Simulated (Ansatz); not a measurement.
Consider Sb.

```yaml
crystal:
  lattice:
    - [3.38175, 0.00000, -0.06807]
    - [0.00000, 4.45316, 0.00000]
    - [-0.13819, 0.00000, 4.50279]
  atoms:
    - { symbol: Sb, position: [0.99466, 0.75000, 0.76416] }
    - { symbol: Sb, position: [0.00534, 0.25000, 0.23584] }
```

Space group P2₁/m; a structure from a database of computed crystals, not necessarily the ambient phase; changed on purpose from its base cell (strained and moved within the space group); computed pressure about −4 GPa in this cell.

The calculation used DFT PBE, scalar-relativistic, plane waves, PAW in Ansatz 0.2.0.

What can the converged valence pseudo-density and electron localisation function tell about the bonding?

Sb–Sb (3.38 Å): ρ at the midpoint is about 0.17 e/Å³; the ELF is about 0.50 at the midpoint.

Does the calculation make it a metal, or give it a gap?

It is metallic or semimetallic at this level of theory: no gap opens.

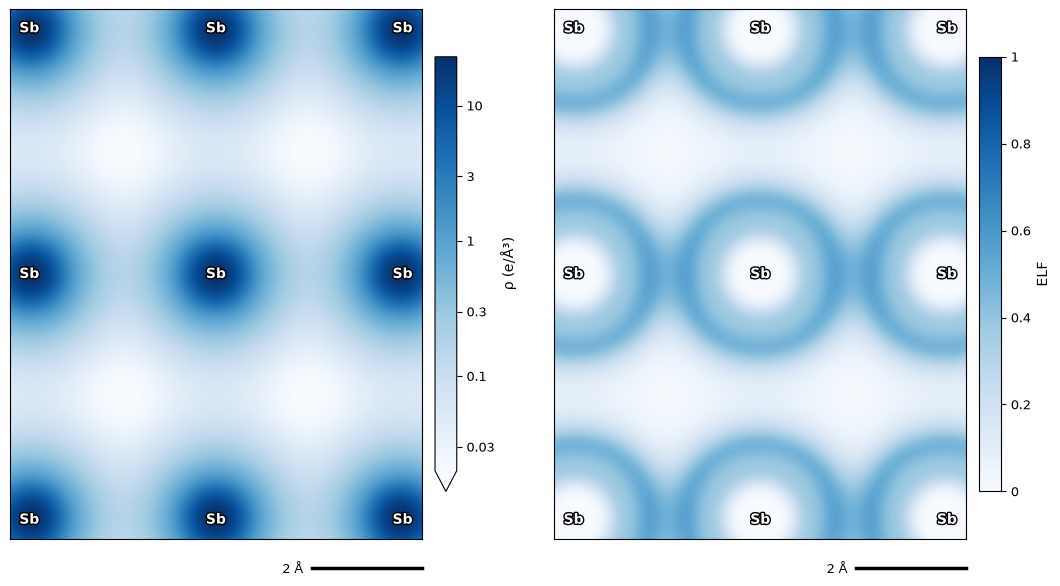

Computed valence pseudo-density and electron localisation function on the (001) plane of the conventional cell, in this order. 

The density is the valence pseudo-density of a PAW calculation; it isn't the true density close to the nuclei.
